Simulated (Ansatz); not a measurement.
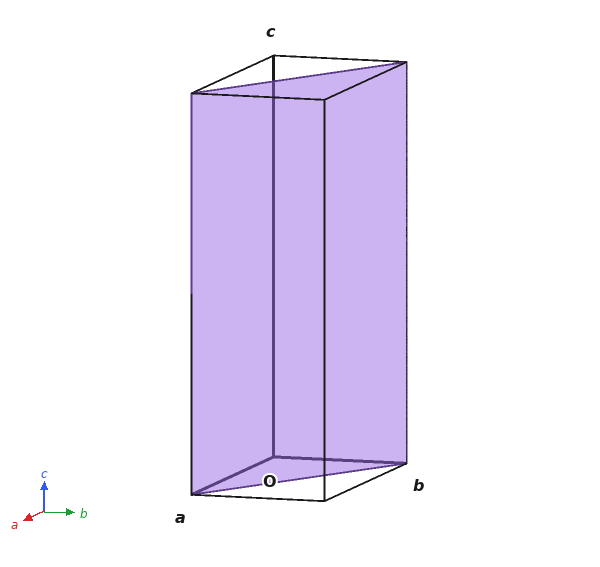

For MgO, the end point of a relaxation with DFT, r2SCAN+rVV10, plane waves, PAW in Ansatz; the starting structure was generated, so it need not be a known form of this composition: every member of one family of equally spaced planes, hx + ky + lz = a whole number, that cuts the unit cell is shaded (one member passes through the origin O, touching the cell only at an edge or corner). Symmetry computed with spglib at a tolerance of 0.002 Å; standard conventional cell.

a = 3.241 Å, b = 3.241 Å, c = 10.371 Å, α = 90.00°, β = 90.00°, γ = 120.00°.

What are the Miller indices?

(1 1 0), in four indices (1 1 −2 0); the opposite sign names the same planes. The member next to the origin meets the axes a at 1, b at 1, c never.

What is the spacing?

d = 1.620 Å.

The space group is No. 186, P6₃mc. How many reflections hkl are equivalent to this one (itself included), and does it occur?

6 reflections are equivalent in the Laue class 6/mmm. The space group allows the reflection.
